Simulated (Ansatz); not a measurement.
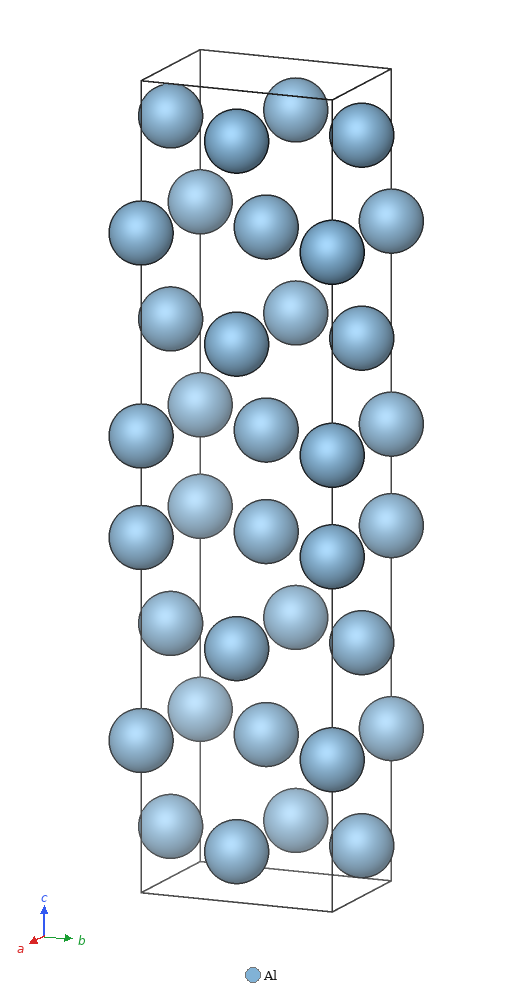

View slightly off an axis, drawn as a spheres-only model. The outline marks the conventional unit cell. Cell: a = 3.213 Å, b = 4.544 Å, c = 18.175 Å, α = 90.00°, β = 90.00°, γ = 90.00°.

Description:

The element is aluminium. Space group Fmmm (No. 69), lattice face-centred orthorhombic. The cell holds 16 atoms.

The cell started as a structure listed in the Materials Project. The cell was then strained or its atoms displaced on purpose. An electronic-structure calculation with Ansatz was run on it.

At this level of theory the run's own cell isn't at rest (compressed, at 5 GPa and forces up to 2.8 eV/Å), so its distances can differ from those at equilibrium, the more so the softer the solid.
